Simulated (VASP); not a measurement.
System: SrO.

```
CELL_PARAMETERS angstrom
3.55329 0.00000 0.00000
-1.77664 3.07724 0.00000
0.00000 0.00000 6.21730
ATOMIC_POSITIONS crystal
Sr 0.66888 0.33901 0.74337
Sr 0.33363 0.66100 0.25798
O 0.00485 0.01542 0.50486
O 0.01035 0.00087 0.99605
```

Space group P1; a structure from a database of computed crystals, not necessarily the ambient phase; changed on purpose from its base cell (atoms moved at random by about 0.05 A); not relaxed (largest force 0.8 eV/Å); computed pressure about 2 GPa in this cell.

Theory: VASP 6.6.1, Kohn-Sham DFT of a periodic cell, PBE, VASP PAW PBE potentials, recommended.

> Predict the valence pseudo-density and electron localisation function between the atoms.

Sr–O (2.51 Å): ρ at the midpoint is about 0.26 e/Å³; the ELF is about 0.10 at the midpoint (an ionic contact with no shared pair).
Sr–O (2.60 Å): ρ is about 0.22 e/Å³ halfway; the ELF is about 0.10 at the midpoint (an ionic contact with no shared pair).
Sr–O (2.62 Å): ρ is about 0.21 e/Å³ halfway; the ELF is about 0.10 at the midpoint (a closed-shell, largely ionic contact).

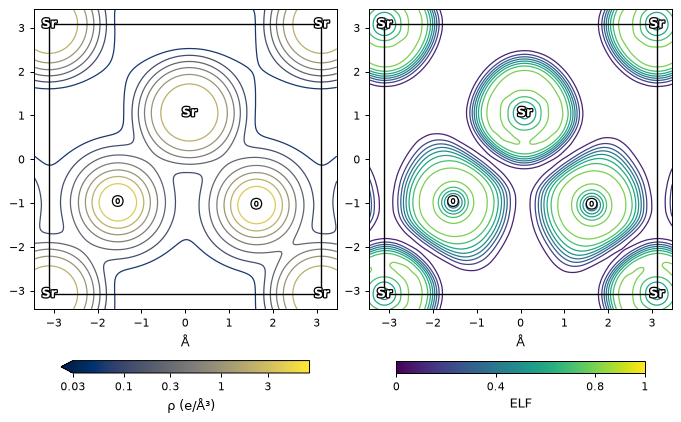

Computed valence pseudo-density and electron localisation function on the (110) plane of the conventional cell, in this order. 

Core electrons are frozen (PAW), and the valence fields are smoothed inside the atomic spheres.
